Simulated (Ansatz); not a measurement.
**SnO (slab): density, localisation and related maps**

Input file:

```
crystal:
  lattice:
    - [3.8206509696, 5.3778e-06, 0.0]
    - [-5.2408e-06, 3.8206509696, 0.0]
    - [0.0, 0.0, 42.05601803]
  atoms:
    - { symbol: Sn, position: [0.9998505585, 0.9998505585, 0.4045557641] }
    - { symbol: O, position: [0.9998515594, 0.4998511063, 0.4326611782] }
    - { symbol: O, position: [0.4998511063, 0.9998515594, 0.4326611782] }
    - { symbol: Sn, position: [0.4998494575, 0.4998494575, 0.4607666137] }
    - { symbol: Sn, position: [0.4998505585, 0.9998505585, 0.5392333863] }
    - { symbol: O, position: [0.4998515594, 0.4998511063, 0.5673388004] }
    - { symbol: O, position: [0.9998511063, 0.9998515594, 0.5673388004] }
    - { symbol: Sn, position: [0.9998494575, 0.4998494575, 0.5954442359] }
  periodic: [true, true, false]
basis:
  ecutwfc: 420
kpoints:
  mp_grid: { grid: [6, 6, 1] }
  band_path:
    path:
      - [0, 0, 0]
      - [0.5, 0, 0]
      - [0.5, 0.5, 0]
      - [0, 0.5, 0]
      - [0, 0, 0]
      - [0.5, 0.5, 0]
    npoints: 8
hamiltonian:
  xc: pbe
  dispersion: d3bj
scf:
  occupations: { method: gaussian, width: 0.02 }
output:
  forces: true
  stress: true
  eigenvalues: true
  write_density: true
  write_potential: true
  elf: true
  volumetric_format: npy
relax:
  adjacent_minimum: "off"
  f_tol: 0.01
  max_steps: 50
  constraints: [{ sites: [0, 4], fix: xy }]
```

Command:

```sh
ansatz run input.yaml --threads 2 --pin off --max-ram 5120MiB --backend cpu --events-out ev --progress --plain --runs-dir out
```

The fields are those of the run's last geometry, not of the input's.

These are results of DFT PBE+D3(BJ), scalar-relativistic, plane waves, PAW in Ansatz 0.2.0, not measurements.

Core electrons are frozen (PAW), and the valence fields are smoothed inside the atomic spheres.

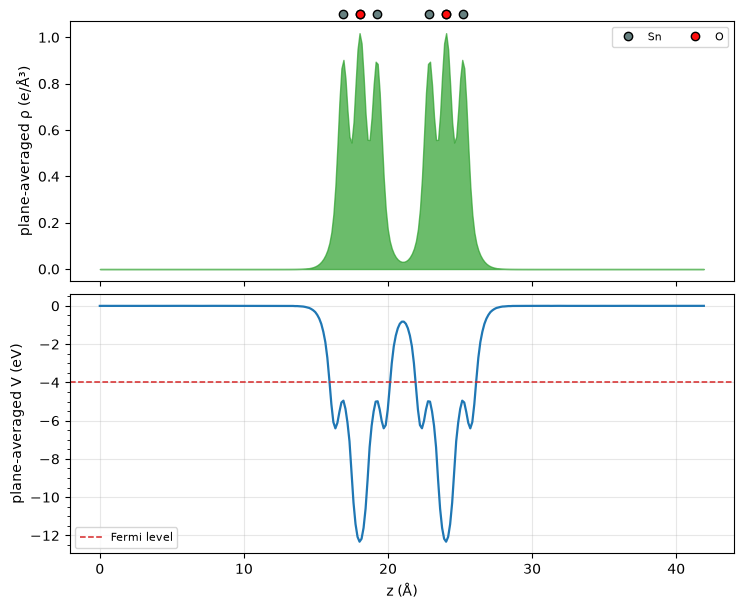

Figure 1. Plane average of the electrostatic potential (local pseudopotential plus Hartree) felt by an electron and of the valence charge density (pseudo) across the slab. Circles mark the heights of the atoms.

### How far above the Fermi level of the calculation is the vacuum level?

4.0 eV. The slab has a gap, so the Fermi level lies inside it and this isn't a work function in the metallic sense.

### How thick is the slab, and how wide the vacuum?

The outermost nuclei are 8.3 Å apart, in 6 atomic planes; the vacuum between periodic images is 33.7 Å wide.

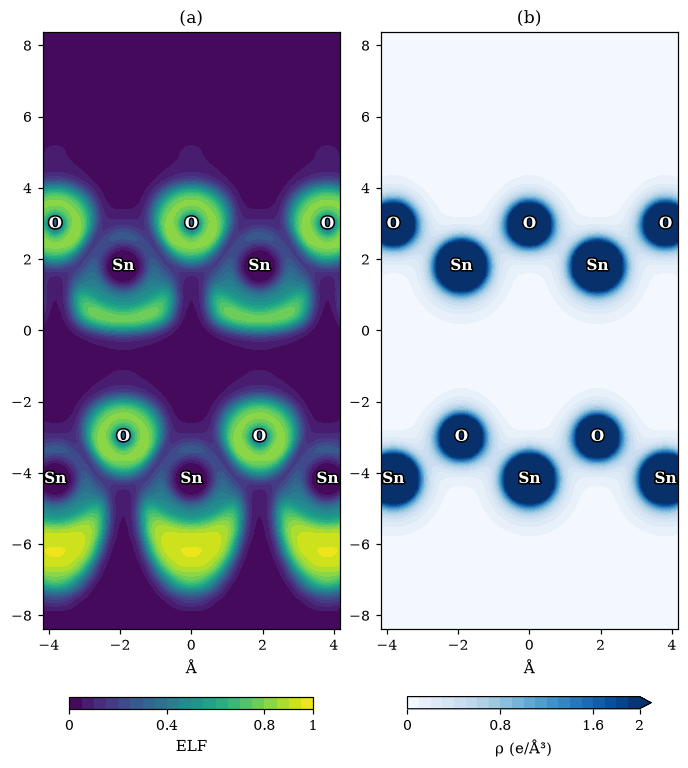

Figure 2. (a) ELF; (b) valence charge density (pseudo) on the (010) plane of the calculation cell, a cut from vacuum to vacuum.

### Read the bonding off the picture.

The section cuts through Sn and O sites. Sn–O (2.24 Å): ρ is about 0.45 e/Å³ halfway; the ELF peaks at about 0.85 in the valence shell of O, 0.6 Å from its nucleus, and is about 0.20 at the midpoint: no localised pair shows between them. The density dies away to nearly zero in the vacuum.

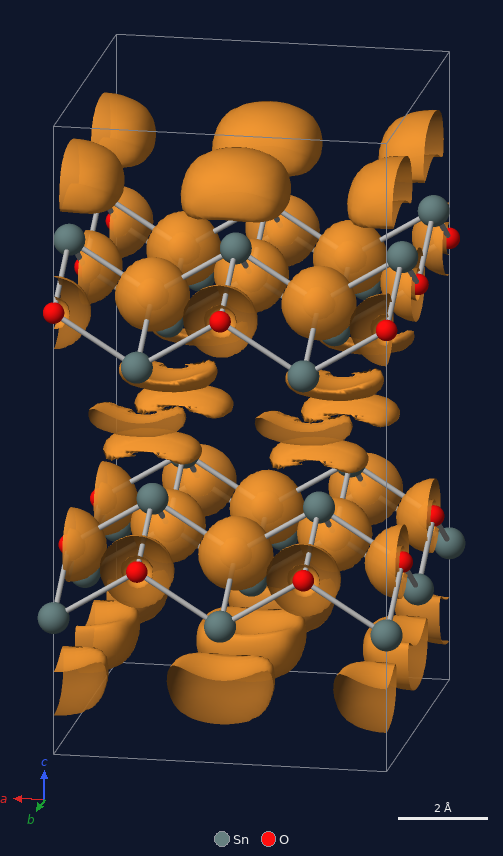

Figure 3. Isosurface of the ELF at 0.7 (orange), seen at an oblique angle. Only the valence region is drawn (cores and ρ < 0.01 e/Å³ removed). Sticks mark near contacts.

### Where are the electrons localised?

The ELF exceeds this value in four lobes on Sn, pointing away from the bonds (lone pairs) and four regions wrapped around O (the valence shell of each), counted in one cell of 8 atoms. Counts are for one cell; the picture repeats the cell along the surface.
